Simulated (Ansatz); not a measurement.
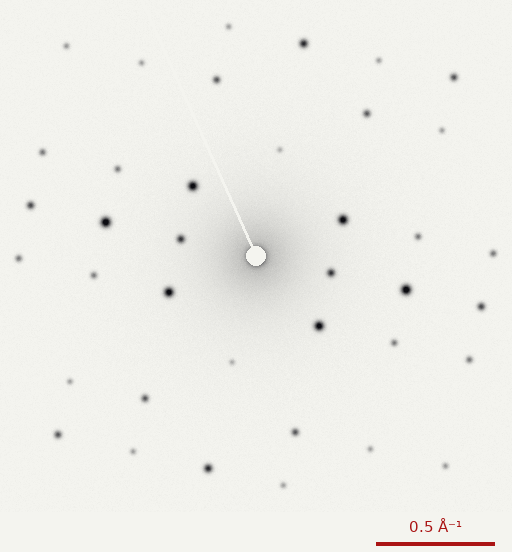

Kinematic zone-axis pattern, calculated for 100 keV electrons with B = 0.5 Å².

Phase: Co, space group Ia-3 (No. 206), a = 6.11 Å. Structure: the end point of a relaxation with Ansatz 0.2.0, DFT PBE, scalar-relativistic, plane waves, PAW; the starting structure was generated, so it need not be a known form of this composition.

> Measure the pattern against the scale bar and name the zone.

The spots form a rectangular net whose two shortest vectors correspond to d = 4.32 Å and 3.05 Å, 90.0° apart. They index as 1 -1 0 (itself extinct) and 0 0 2, so the zone axis is ±[110] (or an equivalent direction of <110>).

> Which reflections of this zone are missing, and why?

The lattice centring (I) removes all reflections that break h + k + l = 2n; a glide plane extinguishes reflections such as 1 -1 0, 3 -3 0; reflections such as 2 -2 -2, 2 -2 2, 2 -2 -4 are allowed but too weak to see at this display level. In a thicker crystal double diffraction can put intensity into those places emptied by glide planes or screw axes that lie on the net of the visible spots, but never into those emptied by centring.
